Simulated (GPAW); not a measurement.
**N K-edge XANES of wurtzite (GaN)₁₋ₓ(AlN)ₓ at x = 0**

What does the N K edge look like in wurtzite (GaN)₁₋ₓ(AlN)ₓ at x = 0?

Method: X-ray absorption from dipole matrix elements to empty bands, plane-wave PAW revPBE, in GPAW 26.7.0.

## (1) The starting structure

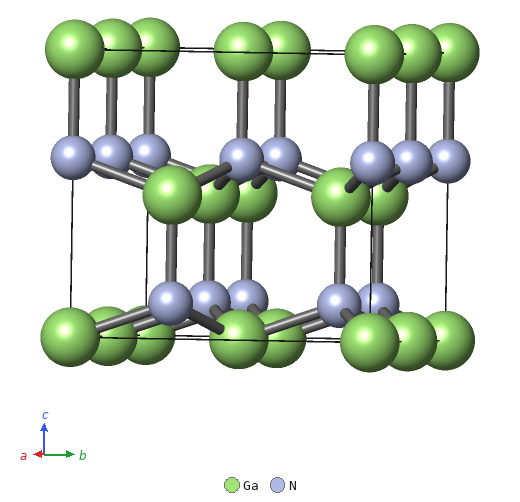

Start, viewed slightly off an axis; gallium green, nitrogen light blue. Some periodic images of atoms are drawn too.

As a file:

```xyz
16
Lattice="6.3780 0.0000 0.0000 0.0000 5.5235 0.0000 0.0000 0.0000 5.1850" Properties=species:S:1:pos:R:3 pbc="T T T"
Ga    0.0000    0.0000    0.0000
N     0.0000    1.8412    0.6425
Ga    0.0000    1.8412    2.5925
N     0.0000    0.0000    3.2350
Ga    1.5945    2.7618    0.0000
N     1.5945    4.6029    0.6425
Ga    1.5945    4.6029    2.5925
N     1.5945    2.7618    3.2350
Ga    3.1890    0.0000    0.0000
N     3.1890    1.8412    0.6425
Ga    3.1890    1.8412    2.5925
N     3.1890    0.0000    3.2350
Ga    4.7835    2.7618    0.0000
N     4.7835    4.6029    0.6425
Ga    4.7835    4.6029    2.5925
N     4.7835    2.7618    3.2350
```

## (2) Relaxation

Bond lengths around the absorber set the edge shape, so the atoms are relaxed before any spectrum.

Contents of relax.py:

```python
import numpy as np
from ase import Atoms
from ase.parallel import parprint, paropen
from gpaw import GPAW, PW, FermiDirac, Mixer, MixerDif, setup_paths
from ase.optimize import BFGS

atoms = Atoms('GaNGaNGaNGaNGaNGaNGaNGaN',
    cell=[[6.378, 0, 0],
     [0, 5.52351, 0],
     [0, 0, 5.185]],
    scaled_positions=[[0, 0, 0],
     [0, 0.333333, 0.123907],
     [0, 0.333333, 0.5],
     [0, 0, 0.623907],
     [0.25, 0.5, 0],
     [0.25, 0.833333, 0.123907],
     [0.25, 0.833333, 0.5],
     [0.25, 0.5, 0.623907],
     [0.5, 0, 0],
     [0.5, 0.333333, 0.123907],
     [0.5, 0.333333, 0.5],
     [0.5, 0, 0.623907],
     [0.75, 0.5, 0],
     [0.75, 0.833333, 0.123907],
     [0.75, 0.833333, 0.5],
     [0.75, 0.5, 0.623907]],
    pbc=True)
atoms.calc = GPAW(legacy_gpaw=True, mode=PW(500, force_complex_dtype=True), xc='revPBE', setups={},
    kpts={'size': (3, 3, 3), 'gamma': True}, occupations=FermiDirac(0.08),
    charge=0, mixer=Mixer(0.1, 5, 50), maxiter=150,
    convergence={'density': 0.0001, 'eigenstates': 1e-6}, txt='relax.txt')
steps = []
opt = BFGS(atoms, logfile='-')
opt.attach(lambda: steps.append([atoms.get_potential_energy(), float(np.linalg.norm(atoms.get_forces(), axis=1).max())]))
done = opt.run(fmax=0.05, steps=30)
out = dict(done=bool(done), steps=steps, frac=atoms.get_scaled_positions().tolist())
import json
with paropen('out.json', 'w') as f:
    json.dump(out, f)
```

On the command line:

```bash
OMP_NUM_THREADS=1 mpirun -n 4 gpaw python relax.py
```

Numbers of over 12 decimals in the logs are rounded to 6 here.

The log of the run:

```text
Input parameters:
  convergence: {density: 0.0001,
                eigenstates: 1e-06}
  kpts: {gamma: True,
         size: (3, 3, 3)}
  maxiter: 150
  mixer: {backend: pulay,
          beta: 0.1,
          method: separate,
          nmaxold: 5,
          weight: 50}
  mode: {ecut: 500.0,
         force_complex_dtype: True,
         name: pw}
  occupations: {fixmagmom: False,
                name: fermi-dirac,
[...]
Fermi level: 7.60766

Gap: 1.920 eV
Transition (v -> c):
  (s=0, k=0, n=31, [0.00, 0.00, 0.00]) -> (s=0, k=0, n=32, [0.00, 0.00, 0.00])
No difference between direct/indirect transitions

Forces in eV/Ang:
[...]
14 Ga   -0.00018    0.00190   -0.00497
 15 N    -0.00100    0.00147    0.00274
Step     Time          Energy          fmax
BFGS:    0 02:22:34      -86.350122        0.108516
BFGS:    1 02:22:40      -86.351196        0.059501
BFGS:    2 02:22:46      -86.351628        0.008954
[key lines of the parts left out:]
Converged after 7 iterations.
Dipole moment: (-0.000000, 4.658918, -5.938932) |e|*Ang
Free energy:    -86.351628
```

Wall time 28 s (4 MPI ranks of Arm Neoverse V2, shared host); peak memory 0.24 GiB.

In 2 steps the energy fell by 2 meV (energies extrapolated to zero smearing) and the largest force to 0.009 eV/Å. No atom moved by more than 0.005 Å.

## (3) The field without a hole

The ground state comes first: it tells whether the system has a gap, which decides how the excited electron is treated.

Contents of scf.py:

```python
import numpy as np
from ase import Atoms
from ase.parallel import parprint, paropen
from gpaw import GPAW, PW, FermiDirac, Mixer, MixerDif, setup_paths
from gpaw.test import gen
setup_paths.insert(0, '.')
gen('N', name='nch1s', xcname='revPBE', corehole=(1, 0, 0), write_xml=True)
from gpaw.mpi import world
world.barrier()

atoms = Atoms('GaNGaNGaNGaNGaNGaNGaNGaN',
    cell=[[6.378, 0, 0],
     [0, 5.52351, 0],
     [0, 0, 5.185]],
    scaled_positions=[[0, 0.9999953, 0.0004583],
     [0, 0.3332959, 0.1232648],
     [0, 0.3333378, 0.5004393],
     [0, 0.0000372, 0.6236636],
     [0.2500026, 0.5000023, 0.0004527],
     [0.2500383, 0.8332972, 0.1232623],
     [0.2500027, 0.8333307, 0.5004339],
     [0.2500387, 0.5000358, 0.6236602],
     [0.5, 0.0000096, 0.0004475],
     [0.5, 0.3332986, 0.123263],
     [0.5, 0.3333233, 0.5004288],
     [0.5, 0.0000345, 0.6236607],
     [0.7499974, 0.5000023, 0.0004527],
     [0.7499617, 0.8332972, 0.1232623],
     [0.7499973, 0.8333307, 0.5004339],
     [0.7499613, 0.5000358, 0.6236602]],
    pbc=True)
atoms.calc = calc = GPAW(legacy_gpaw=True, mode=PW(500, force_complex_dtype=True), xc='revPBE', setups={1: 'nch1s'},
    kpts={'size': (4, 5, 5), 'gamma': True}, occupations=FermiDirac(0.05),
    charge=0, mixer=Mixer(0.1, 5, 50), maxiter=150,
    convergence={'density': 0.0001, 'eigenstates': 1e-6}, txt='scf.txt')
energy = atoms.get_potential_energy() + calc.get_reference_energy()
ef = calc.get_fermi_level()
out = dict(energy=energy, fermi=ef, forces=atoms.get_forces().tolist())
parprint(f'all-electron energy {energy:.4f} eV, Fermi level {ef:.4f} eV')
ev = np.array([[calc.get_eigenvalues(k, s) for k in range(len(calc.get_ibz_k_points()))] for s in range(calc.get_number_of_spins())])
out['homo'], out['lumo'], out['counts'] = ev[ev < ef].max(), ev[ev > ef].min(), sorted(set((ev < ef).sum((0, 2)).tolist()))
out['filled'] = (ev[:, 0] < ef).sum(1).tolist()
import json
with paropen('out.json', 'w') as f:
    json.dump(out, f)
```

On the command line:

```bash
OMP_NUM_THREADS=1 mpirun -n 4 gpaw python scf.py
```

The log of the run:

```text
Input parameters:
  convergence: {density: 0.0001,
                eigenstates: 1e-06}
  kpts: {gamma: True,
         size: (4, 5, 5)}
  maxiter: 150
  mixer: {backend: pulay,
          beta: 0.1,
          method: separate,
          nmaxold: 5,
          weight: 50}
  mode: {ecut: 500.0,
         force_complex_dtype: True,
         name: pw}
  occupations: {fixmagmom: False,
                name: fermi-dirac,
                width: 0.05}
  setups: {1: nch1s}
  xc: revPBE

Initialize ...

[... PAW data sets ...]

Reference energy: -434976.991838  # eV

Spin-paired calculation

[... convergence settings ...]
Symmetries present (total): 2
  [... symmetry matrices ...]

100 k-points: 4 x 5 x 5 Monkhorst-Pack grid + [1/8,0.000000,0.000000]
39 k-points in the irreducible part of the Brillouin zone
       k-points in crystal coordinates                weights
   0:     0.00000000    0.00000000    0.00000000          1/100
   1:     0.00000000    0.00000000    0.20000000          2/100
   2:     0.00000000    0.00000000    0.40000000          2/100
   3:     0.00000000    0.20000000   -0.40000000          2/100
   4:     0.00000000    0.20000000   -0.20000000          2/100
   5:     0.00000000    0.20000000    0.00000000          2/100
   6:     0.00000000    0.20000000    0.20000000          2/100
   7:     0.00000000    0.20000000    0.40000000          2/100
   8:     0.00000000    0.40000000   -0.40000000          2/100
   9:     0.00000000    0.40000000   -0.20000000          2/100
          ...
  38:     0.50000000    0.40000000    0.40000000          2/100

Wave functions: Plane wave expansion
  Cutoff energy: 500.000 eV
  Number of coefficients (min, max): 4614, 4662
  Pulay-stress correction: 0.000000 eV/Ang^3 (de/decut=0.000000)
  Using FFTW library
  Wavefunction extrapolation:
    Improved wavefunction reuse through dual PAW basis

Occupation numbers: Fermi-Dirac:
  width: 0.0500  # eV

Eigensolver
   Davidson(niter=2)

Densities:
  Coarse grid: 35*30*27 grid
  Fine grid: 70*60*54 grid
  Total Charge: 0.000000

Density mixing:
  Method: separate
  Backend: pulay
  Linear mixing parameter: 0.1
  old densities: 5
  Width of damping distribution: 1.1
  Damping of long wavelength oscillations: 50

[... Hamiltonian set-up ...]
Number of atoms: 16
Number of atomic orbitals: 64
Number of bands in calculation: 43
Number of valence electrons: 64
Bands to converge: occupied

... initialized

Initializing position-dependent things.

Density initialized from atomic densities
Creating initial wave functions:
  43 bands from LCAO basis set

Positions:
   0 Ga     0.000000    5.523484    0.002376    ( 0.0000,  0.0000,  0.0000)
   1 N      0.000000    1.840963    0.639128    ( 0.0000,  0.0000,  0.0000)
   2 Ga     0.000000    1.841195    2.594778    ( 0.0000,  0.0000,  0.0000)
   3 N      0.000000    0.000205    3.233696    ( 0.0000,  0.0000,  0.0000)
   4 Ga     1.594517    2.761768    0.002347    ( 0.0000,  0.0000,  0.0000)
   5 N      1.594744    4.602725    0.639115    ( 0.0000,  0.0000,  0.0000)
   6 Ga     1.594517    4.602910    2.594750    ( 0.0000,  0.0000,  0.0000)
[...]
13 N      4.783256    4.602725    0.639115    ( 0.0000,  0.0000,  0.0000)
  14 Ga     4.783483    4.602910    2.594750    ( 0.0000,  0.0000,  0.0000)
  15 N      4.783253    2.761953    3.233678    ( 0.0000,  0.0000,  0.0000)

Unit cell:
           periodic     x           y           z      points  spacing
  1. axis:    yes    6.378000    0.000000    0.000000    35     0.1822
  2. axis:    yes    0.000000    5.523510    0.000000    30     0.1841
  3. axis:    yes    0.000000    0.000000    5.185000    27     0.1920

  Lengths:   6.378000   5.523510   5.185000
  Angles:   90.000000  90.000000  90.000000

Effective grid spacing dv^(1/3) = 0.1861

iter:   1   -99.256691
iter:   2   -92.878666   -1.08  -0.56
iter:   3   -86.272161   -0.20  -0.67
iter:   4   -86.571799   -1.10  -1.14
iter:   5   -86.381124   -1.97  -1.48
iter:   6   -86.381804   -3.43  -2.60
iter:   7   -86.435729   -2.27  -2.62
iter:   8   -86.382926   -2.29  -1.91
iter:   9   -86.382215   -4.06  -2.75
iter:  10   -86.381607c  -4.81  -2.87
iter:  11   -86.381610c  -6.09c -3.25
iter:  12   -86.381546c  -5.31  -3.26
iter:  13   -86.381615c  -5.53  -3.63
iter:  14   -86.381585c  -4.63  -3.31
iter:  15   -86.381550c  -6.51c -3.46
iter:  16   -86.381538c  -5.72  -3.66
iter:  17   -86.381547c  -6.16c -4.11c

Converged after 17 iterations.

Dipole moment: (-0.000000, 4.660756, -5.943680) |e|*Ang

Energy contributions relative to reference atoms: (reference = -434976.991838)

Kinetic:       +250.577650
Potential:     -212.549170
External:        +0.000000
XC:            -124.389579
Entropy (-ST):   -0.000000
Local:           -0.020448
SIC:             +0.000000
--------------------------
Free energy:    -86.381547
Extrapolated:   -86.381547

Showing only first 2 kpts
 Kpt  Band  Eigenvalues  Occupancy
  0    30      6.59780    2.00000
  0    31      6.59853    2.00000
  0    32      8.52014    0.00000
  0    33     10.90099    0.00000

  1    30      6.48542    2.00000
  1    31      6.48629    2.00000
  1    32      9.44330    0.00000
  1    33     10.97782    0.00000

Fermi level: 7.60175

Gap: 1.922 eV
Transition (v -> c):
  (s=0, k=0, n=31, [0.00, 0.00, 0.00]) -> (s=0, k=0, n=32, [0.00, 0.00, 0.00])
No difference between direct/indirect transitions

Forces in eV/Ang:
  0 Ga    0.00000   -0.00500    0.00742
  1 N     0.00000   -0.00073   -0.00417
  2 Ga    0.00000    0.00501   -0.00085
  3 N     0.00000    0.00075   -0.00012
  4 Ga    0.00039   -0.00305    0.00594
  5 N     0.00151   -0.00093   -0.00436
  6 Ga    0.00042    0.00306   -0.00230
[...]
13 N    -0.00151   -0.00093   -0.00436
 14 Ga   -0.00042    0.00306   -0.00230
 15 N    -0.00154    0.00105   -0.00046
Scalar-relativistic atomic revPBE calculation for N (Nitrogen, Z=7)
Core hole in 1s state (1s occupation: 2.0)
300 radial gridpoints.
|------------------------------------------------|
|------------------------------------------------|
[... the atom generator's iteration count ...]

Energy contributions:
-------------------------
Kinetic:      +54.393663
XC:            -6.623569
Potential:   -102.275984
-------------------------
Total:        -54.505890

state      eigenvalue         ekin         rmax
-----------------------------------------------
1s^2.0 :   -14.147846    22.099152        0.148
2s^2.0 :    -0.684237     2.373080        1.014
2p^3.0 :    -0.258521     1.816400        0.978
-----------------------------------------------
(units: Bohr and Hartree)

Generating PAW setup
Kinetic energy of the core from tauc = 44.225605
Cutoffs:
rc(s)=1.140
rc(p)=1.000
rc(d)=1.090
rc(vbar)=1.120
rc(comp)=1.090
rc(nct)=1.140

Kinetic energy of the core states: 44.198304
Charge: 0.0
Core electrons: 2.0
Valence electrons: 5.0
Pseudo-core charge: 0.012363
Shape function alpha=8.417
Pseudo-electron charge 5.022049
state    eigenvalue         norm
--------------------------------
2s(2) :    -0.684237     1.073730
*s    :     0.315763
2p(3) :    -0.258521     0.954075
*p    :     0.741479
*d    :     0.000000
--------------------------------

Diagonalizing with gridspacing h=0.050

state   all-electron     PAW
-------------------------------
2s:      -0.684237    -0.685307
2p:      -0.258521    -0.260598
*d:                    0.046022
*f:                    0.074724
-------------------------------
all-electron energy -435063.3734 eV, Fermi level 7.6018 eV
```

It took 51 s on 4 MPI ranks; peak memory 0.3 GiB; 3.4 min of CPU time.

The mesh shows a gap of 1.92 eV. The excited electron is kept all the same, so that all members of the series, with or without a gap, are treated alike.

## (4) Cell without a hole, the energy reference

The photon energy needs a difference of total energies, so the cell and mesh of the coming hole run are first run without a hole.

Edit scf.py of step 3 so:

```diff
@@ -32,3 +32,3 @@
 atoms.calc = calc = GPAW(legacy_gpaw=True, mode=PW(500, force_complex_dtype=True), xc='revPBE', setups={1: 'nch1s'},
-    kpts={'size': (4, 5, 5), 'gamma': True}, occupations=FermiDirac(0.05),
+    kpts={'size': (3, 3, 3), 'gamma': True}, occupations=FermiDirac(0.02),
     charge=0, mixer=Mixer(0.1, 5, 50), maxiter=150,
```

The log of the run:

```text
Input parameters:
  convergence: {density: 0.0001,
                eigenstates: 1e-06}
  kpts: {gamma: True,
         size: (3, 3, 3)}
  maxiter: 150
  mixer: {backend: pulay,
          beta: 0.1,
          method: separate,
          nmaxold: 5,
          weight: 50}
  mode: {ecut: 500.0,
         force_complex_dtype: True,
         name: pw}
  occupations: {fixmagmom: False,
                name: fermi-dirac,
[...]
2s(2) :    -0.684237     1.073730
*s    :     0.315763
2p(3) :    -0.258521     0.954075
*p    :     0.741479
*d    :     0.000000
--------------------------------

Diagonalizing with gridspacing h=0.050

state   all-electron     PAW
-------------------------------
2s:      -0.684237    -0.685307
2p:      -0.258521    -0.260598
*d:                    0.046022
*f:                    0.074724
-------------------------------
all-electron energy -435063.3434 eV, Fermi level 7.6325 eV
[key lines of the parts left out:]
Converged after 15 iterations.
Dipole moment: (-0.000000, 4.658405, -5.938511) |e|*Ang
Free energy:    -86.351523
Fermi level: 7.63250
```

The job ended after 15 s (4 MPI ranks; peak memory 0.23 GiB; 59 s of CPU time).

Reference energy: -435063.343 eV with the cores included.

(Continued in part 2 of 2.)

[Banner, clock and machine lines of the logs are left out without a mark of their own.]

[Logs are printed without paths, hosts, clocks, repeated set-up lines and the standing remarks that a program may print on its own settings, such as how far it seeks lower states.]

[Hosts, paths, dates, database ids (printed as entryN), source tags and the programs' standing remarks are cut or masked in the printed files.]

[Lists of maxima count a maximum above −3 eV only where it reaches 4 % of the highest in the window and stands out from its surroundings by 2 % of it (1.5 % where it reaches 55 %); shoulders and weaker maxima are passed over, and of the rest the first, up to two pre-edge ones and the few strongest are named.]
